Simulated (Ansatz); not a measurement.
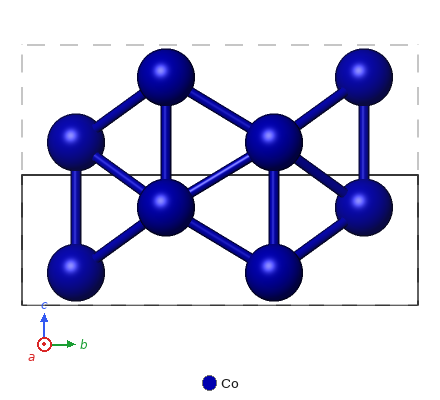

The structure, seen along [100]; the drawing may span several cells.

Given this structure, the input geometry of an electronic-structure calculation (not necessarily at equilibrium); the starting structure was generated, so it need not be a known form of this composition, written in its standard cell:

Space group Cmcm (No. 63). a = 2.438 Å, b = 7.462 Å, c = 2.453 Å, α = 90.00°, β = 90.00°, γ = 90.00°
| atom | site | symmetry | x | y | z |
| --- | --- | --- | --- | --- | --- |
| Co | 4c | m2m | 0.5000 | 0.8636 | 0.7500 |

Question: Predict the [100] zone-axis pattern (120 kV, kinematic, B = 1 Å²).

Answer: The spots form a rectangular net whose two shortest vectors correspond to d = 3.73 Å and 2.45 Å, 90.0° apart. They are 0 2 0 and 0 0 1 (itself extinct). The pattern has symmetry 2mm. The lattice centring (C) removes all reflections that break h + k = 2n; a screw axis and a glide plane both extinguish reflections such as 0 0 1, 0 0 3.

Strongest reflections with d > 0.80 Å, one of each family (|F|² from tabulated Gaussian fits of the electron scattering factors, times a small damping for the curvature of the Ewald sphere):

```tsv
hkl	d (Å)	I (strongest = 100)
0 2 1	2.050	100
0 4 0	1.865	77
0 0 2	1.227	30
0 6 1	1.109	18
0 4 2	1.025	15
0 8 0	0.933	8
```

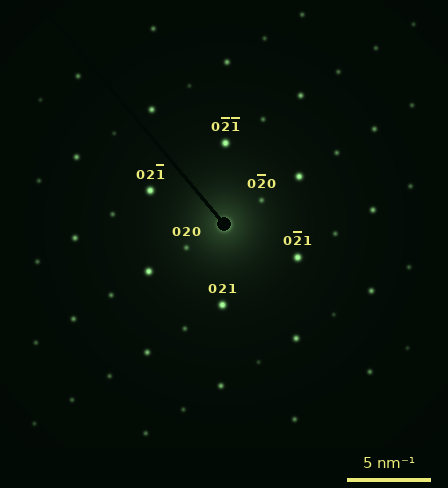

Calculated pattern, seen from the source side with [100] pointing towards the source.
